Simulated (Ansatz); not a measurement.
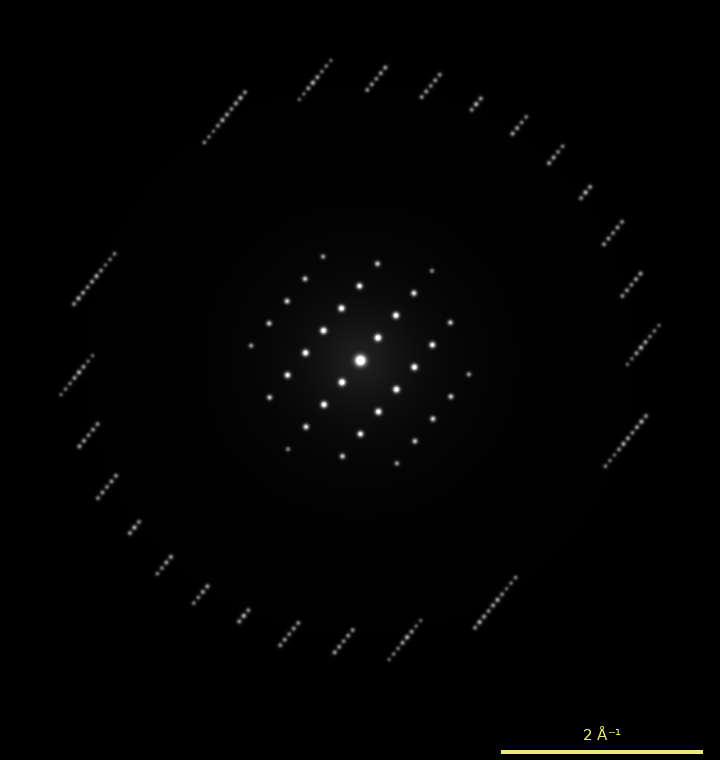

Wide-angle electron diffraction pattern, simulated kinematically at 120 kV (λ = 0.0335 Å, B = 0.2 Å², logarithmic intensity scale). The centre holds the zero-order Laue zone; the ring outside it is the first higher-order Laue zone that is excited.

Crystal: Sr, space group P6_3/mmc (No. 194), a = 4.27 Å, c = 13.97 Å (hexagonal axes), zone axis [210]. Structure: coordinates from a relaxation with Ansatz 0.2.0, DFT, PBE, plane waves (420 eV) with PAW, scalar-relativistic; the starting structure was generated, so it need not be a known form of this composition.

**What radius does the first ring have, and which layer is it?**

The repeat along [210] is 7.395 Å. The first occupied layer is hu + kv + lw = 1, H = 1/7.395 = 0.1352 Å⁻¹ above the zero layer, and the ring has radius G ≈ (2H/λ)^½ = 2.84 Å⁻¹.

**What symmetry do the zero layer and the whole pattern have?**

Zero layer: 2mm. With the outer ring, and with Friedel's law holding in this kinematic picture: 2mm.
